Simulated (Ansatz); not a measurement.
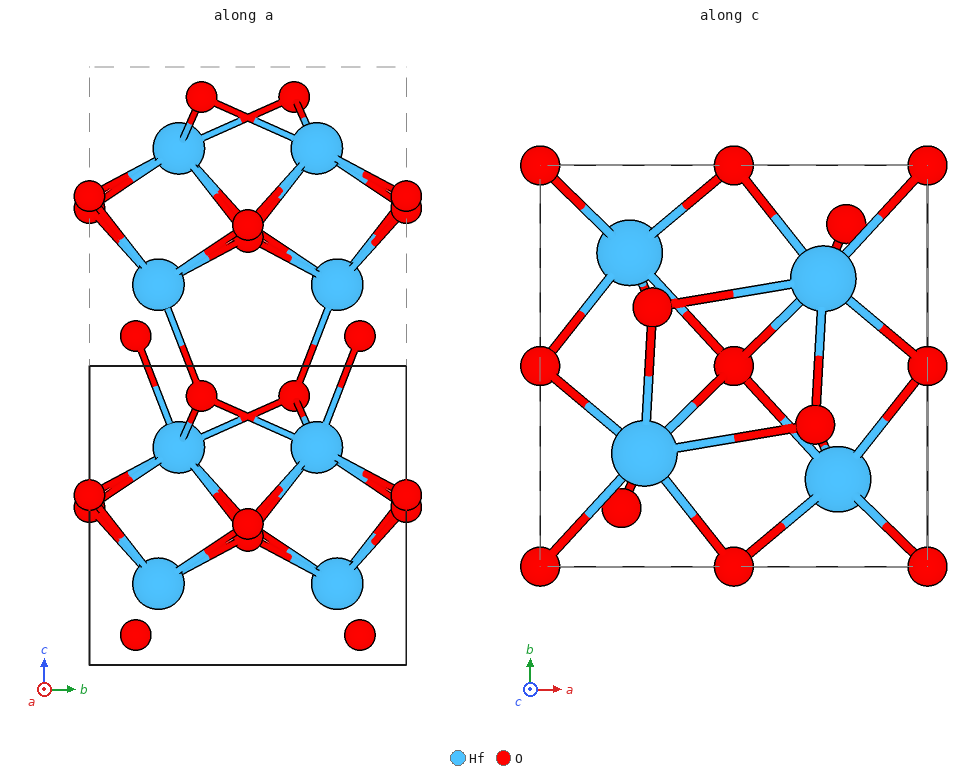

Shown here is a ball-and-stick view of the crystal, taken along the a axis and along the c axis. The solid frame is a single conventional unit cell within a 1×1×2 block.

HfO2, space group P2_12_12 (No. 18), a = 5.09 Å, b = 5.28 Å, c = 4.98 Å, α = 90.00°, β = 90.00°, γ = 90.00°.

Results below were computed with Ansatz, DFT, PBE, plane waves, PAW; the settings were an energy cutoff of 420 eV, the zone sampled with 6×6×6 points, Fermi-Dirac smearing of 0.02 eV, no spin polarisation.

**Metal or not?**

An insulator at this level, with a gap of 3.98 eV, indirect; the smallest direct gap is 4.02 eV.

The cell started as a structure listed in the Materials Project. It is drawn as it came out of a relaxation with DFT, PBE, plane waves, PAW in Ansatz 0.2.0.
